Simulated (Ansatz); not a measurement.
# Ta: 5 runs along one coordinate

System: Ta (P6₃/mmc, 4 atoms in the cell).
Method: DFT, PBEsol, plane waves (420 eV) with PAW, scalar-relativistic, no spin polarisation (Ansatz 0.2.0).

The 5 runs differ only in the geometry, by an even scaling of the cell at fixed fractional positions.

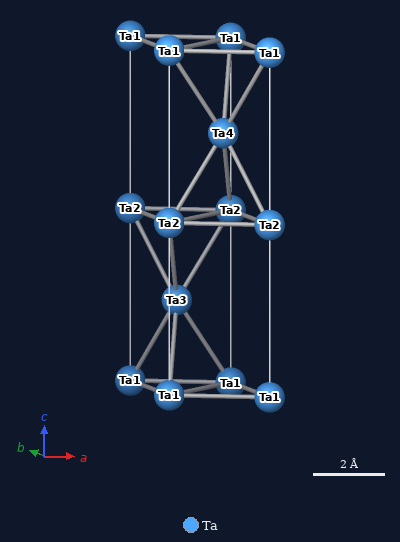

Figure 1. The structure of run 3 (ball-and-stick view of the cell of the calculation, seen slightly off an axis; atoms are numbered from 1 in the order of the input).

**Input of run 3**
```yaml
crystal:
  lattice:
    - [2.8584714595, 0.0, 0.0]
    - [-1.4292357298, 2.4755088999, 0.0]
    - [0.0, 0.0, 9.8623877115]
  atoms:
    - { symbol: Ta, position: [0.0, 1.0, 1.0] }
    - { symbol: Ta, position: [1.0, 1.0, 0.5] }
    - { symbol: Ta, position: [0.3333333333, 0.6666666667, 0.25] }
    - { symbol: Ta, position: [0.6666666667, 0.3333333333, 0.75] }
hamiltonian:
  xc: pbesol
  pseudopotentials:
    kind: paw
    azcp:
      Ta: "pseudopotentials/Ta.paw.azcp"
basis:
  ecutwfc: 420
  fft_grid_basis: typed
kpoints:
  mp_grid: { grid: [14, 14, 4], shift: [0, 0, 0] }
magnetization:
  spin_polarized: false
scf:
  occupations: { method: fermi_dirac, width: 0.1 }
  lower_state_search: "off"
output:
  stress: true
```

Run 4 differs from it as follows:
```diff
-    - [2.8584714595, 0.0, 0.0]
-    - [-1.4292357298, 2.4755088999, 0.0]
-    - [0.0, 0.0, 9.8623877115]
+    - [2.9729301208, 0.0, 0.0]
+    - [-1.4864650604, 2.5746330083, 0.0]
+    - [0.0, 0.0, 10.2572965677]
```

**Results, with one run withheld**

```csv
run,volume per atom (Å³),"free energy per atom, from the lowest run given (meV)",pressure (GPa)
1,15.993,180.27,32.34
2,16.720,63.58,19.50
3,17.447,0.00,8.86
4,19.628,?,?
5,20.355,117.48,−18.42
```

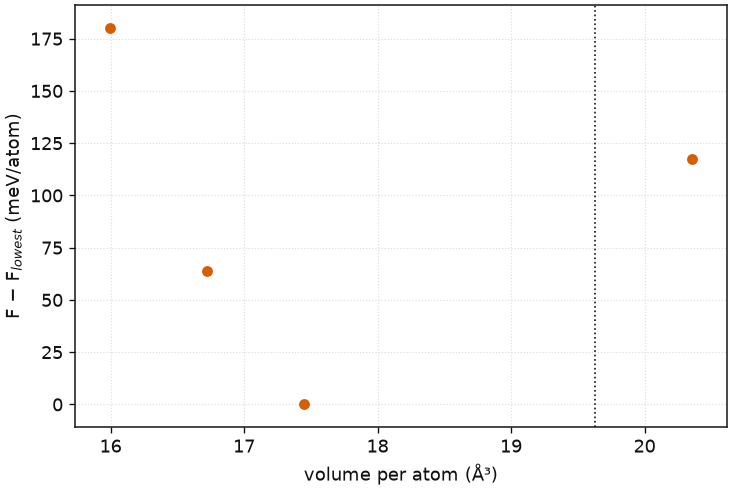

Figure 2. Free energy per atom of the runs given; the dotted line marks run 4.

What should run 4 give?

A quadratic polynomial in V^(−2/3) (the Birch–Murnaghan form), fitted to the 4 runs given, misses them by at most 0.37 meV per atom. With x = V^(−2/3) − 0.14832 Å⁻², it reads F = −2.8257 + 8710.4 x + 1.2123e+06 x² (meV per atom). At run 4 it gives 46.08 meV per atom, and the run itself gives 44.96. The slope of the fit gives a pressure −dF/dV of −13.23 GPa there, and the run prints −13.39 GPa. The two needn't agree exactly: the fit is approximate, and the printed stress is taken on a finite basis. The fit has its minimum at 18.162 Å³ per atom, where V d²F/dV² gives 199 GPa. Cell shape and fractional positions are held, so this is the stiffness under even scaling; the relaxed bulk modulus wasn't computed. So low a polynomial doesn't follow these energies more closely.

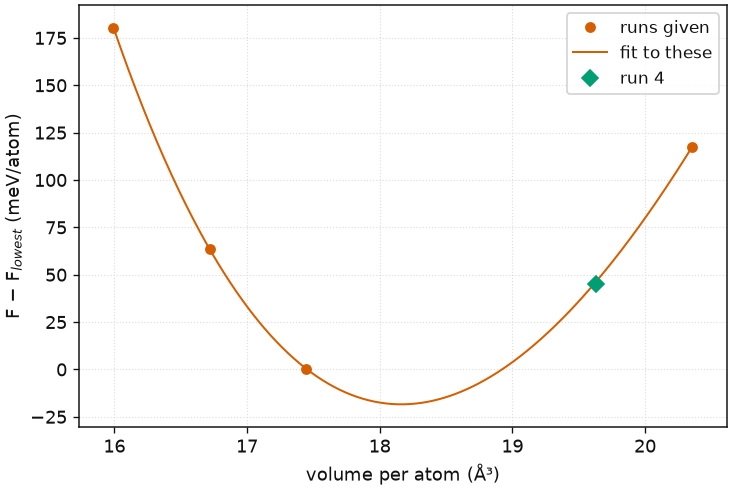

Figure 3. The fit and the withheld run.

**Output, shortened to warnings, some set-up lines, iterations and results (run 4)**
```
Warning: [file] the record states the generating functional pbe (its physics header spells it `PBE`), which answers neither for hamiltonian.xc's functional nor for the pbesol family's — results may be inconsistent (PPs are generated against a specific XC)
Basis set: ecut = 420 eV, 1511 PW (Γ)
Symmetry: 24 space group operations
k-points: 72 of 784
Initial density: superposition of atomic densities (neutral atoms: chi_scale 0, normalization atom), corrected by the library's trained network
[...]
SCF iter   1: F=—  HF=-39224.718445 eV  |F-HF|=—  |Δ(HF+E_count)|=         —  Δρ=5.47e-3  dr2=6.98e-2  ethr=1.77e-3  ⟨swp⟩=4.2  Hψ=9079  notcnv=0
SCF iter   2: F=—  HF=-39224.712926 eV  |F-HF|=—  |Δ(HF+E_count)|=   5.52e-3  Δρ=2.84e-3  dr2=1.49e-2  ethr=1.34e-4  ⟨swp⟩=1.0  Hψ=2880  notcnv=0
SCF iter   3: F=—  HF=-39224.711539 eV  |F-HF|=—  |Δ(HF+E_count)|=   1.39e-3  Δρ=4.56e-4  dr2=1.37e-4  ethr=2.87e-5  ⟨swp⟩=1.3  Hψ=2338  notcnv=0
SCF iter   4: F=—  HF=-39224.711502 eV  |F-HF|=—  |Δ(HF+E_count)|=   3.67e-5  Δρ=7.34e-5  dr2=4.27e-6  ethr=2.64e-7  ⟨swp⟩=2.0  Hψ=2973  notcnv=0
SCF iter   5: F=—  HF=-39224.711499 eV  |F-HF|=—  |Δ(HF+E_count)|=   2.52e-6  Δρ=1.40e-5  dr2=1.23e-7  ethr=8.22e-9  ⟨swp⟩=2.0  Hψ=3040  notcnv=0
SCF iter   6: F=-39224.711499 eV  HF=-39224.711499 eV  |F-HF|=4.95e-10  |Δ(HF+E_count)|=   4.69e-9  Δρ=2.34e-6  dr2=2.98e-9  ethr=1.92e-10  ⟨swp⟩=4.0  Hψ=7124  notcnv=0
SCF 1 converged in 6 iterations: F = -39224.711499 eV  dr2 = 2.98e-9
SCF converged after 6 iterations
Free energy (F): -39224.711499 eV
Harris-Foulkes:  -39224.711499 eV  (|F-HF|=4.95e-10)
Internal energy: -39224.547407 eV  (E = F + TS)
E sigma→0 (E₀):  -39224.629453 eV
Entropy (-TS):   -0.164093 eV (-41.023 meV/atom)
Fermi energy:    17.103714 eV
--- Per-component energies (eV) ---
  E_band       = -514.637899
  E_kinetic    = 1452.871316
  E_local      = -2401.765581  (includes V_loc(G=0)·N_el)
  E_nonlocal   = 66.195893
  E_hartree    = 817.325072
  E_xc         = -863.161176
  E_vxc        = -808.983501  (∫ρ·V_xc dr)
  E_paw        = -33087.885091  (= ΣΔE_a)
  E_vpaw       = -457.605843  (= ΣTr[D̂ρ^β])
  E_aug_tail   = 0.000538  (compensation charges beyond the density's cutoff)
  E_ewald      = -5208.982963
  E_core_change = 0.854586  (= ΣΔE_core)
  E_smearing   = -0.164093  (= −TS)
  E_closure    = -0.000000  (closes the sum)
  Σ components = -39224.711499   (vs F -39224.711499, Δ=0.00e0)
--- Stress (GPa, compression-positive) ---
      -13.333286      -0.000000       0.000000
        0.000000     -13.333286       0.000000
        0.000000       0.000000     -13.509631
  P = ⅓ Tr σ = -13.3921 GPa (-133.921 kbar)
```

The program warns: the PAW datasets were made with another functional. Spin–orbit coupling is left out, which matters for Ta.
